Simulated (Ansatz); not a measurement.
CH$_{4}$Si$_{7}$: geometry relaxation (part 5 of 5)

CH$_{4}$Si$_{7}$ (slab, 24 atoms in the cell); DFT PBE, scalar-relativistic, plane waves, PAW, no spin polarisation (Ansatz 0.2.0); cutoff 420 eV, 4×7×1 k-mesh, Gaussian smearing of 0.05 eV. The structure derives from an entry of the Crystallography Open Database. The input holds or restrains some coordinates.

Geometry of the input (Å; fractional positions):
```
7.7353  0.0000  0.0000
0.0000  3.8676  0.0000
0.0000  0.0000  28.4148
H  0.5000  0.6854  0.2991
H  0.5000  0.3146  0.2991
H  0.0000  0.3146  0.2991
H  0.0000  0.6854  0.2991
Si 0.5000  0.0000  0.3294
Si 0.0000  0.0000  0.3294
Si 0.7500  0.0000  0.3775
Si 0.2500  0.0000  0.3775
Si 0.7500  0.5000  0.4257
Si 0.2500  0.5000  0.4257
Si -0.0004  0.5000  0.4762
Si 0.5002  0.5000  0.4714
Si 0.0029  0.0000  0.5261
Si 0.4911  0.0000  0.5179
Si 0.2625  0.0000  0.5727
Si 0.7380  0.0000  0.5704
Si 0.3118  0.5000  0.6211
Si 0.5953  0.5000  0.5957
C  0.4535  0.0000  0.6985
C  0.3384  -0.2727  0.6985
H  0.5883  -0.0414  0.7073
H  0.4105  0.2588  0.7073
H  0.3815  -0.5314  0.7073
H  0.2037  -0.2312  0.7073
```

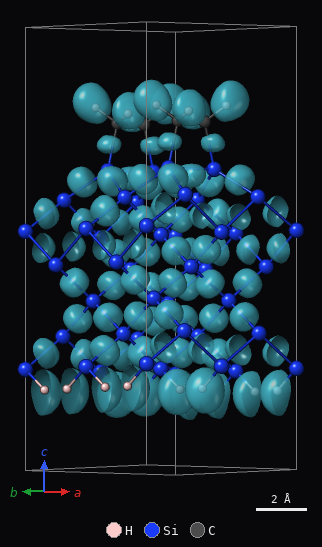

Fig. 1: Isosurface of the electron localisation function at 0.85 (cyan), seen at an oblique angle. Core shells and regions of very low density are left out. Sticks mark near contacts. Counts are for one cell; the picture repeats the cell along the surface. Along the contacts the grid gives the following. C–H (1.10 Å): the ELF climbs to about 1 towards the hydrogen, as it does in any bond to H (a covalent bond by its length). Si–H (1.49 Å): the ELF climbs to about 1 towards the hydrogen (a covalent bond by its length).

Results in brief

- outcome: converged under the restraints of the input
- electrons treated: 72
- free energy: −9528.7549 eV
- work function, top face: 3.63 eV
- work function, bottom face: 4.36 eV
- Fermi energy: −0.177 eV
- gap on the k-point mesh: 1.22 eV
- final volume: 850.10 Å³
- work function (upper face): 3.63 eV
- largest force (length of the vector) at the end, held atoms and coordinates included: 0.436 eV/Å
- hardware: 4 threads of Arm Neoverse V2, 24 GiB of memory available, shared host
- wall time: 12 min (CPU time 48 min)
- peak memory: 1.9 GiB

The program warns: the exchange-correlation potential is rough where the density is thin.
